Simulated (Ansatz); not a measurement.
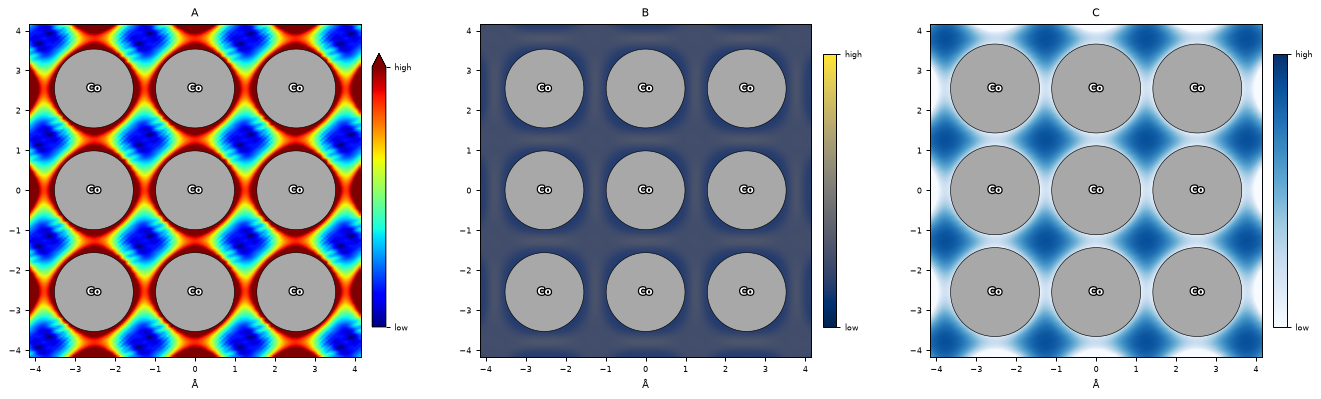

Co: 3 fields on the (010) plane of the conventional cell, with unlabelled colour scales. Grey discs cover the atomic cores.

Space group Cmcm; set up as Co, beta-Sn type; a generated structure, not necessarily the stable one; changed on purpose from its base cell (volume × 1.12); computed pressure about −18 GPa in this cell; computed without spin polarisation.

All numbers below come from DFT, RPBE, plane waves (420 eV) with PAW, scalar-relativistic (Ansatz 0.2.0).

**Which field does each panel show? The fields are: electron localisation function, electrostatic potential energy of an electron and valence pseudo-density.**

Panel A: valence pseudo-density. Panel B: electron localisation function. Panel C: electrostatic potential energy of an electron (low next to the atoms, rising into the space between them). From the grid: Co–Co (2.53 Å): the density is about 0.3 e/Å³ at the midpoint; the ELF is about 0.30 at the midpoint; no localised pair shows between them.
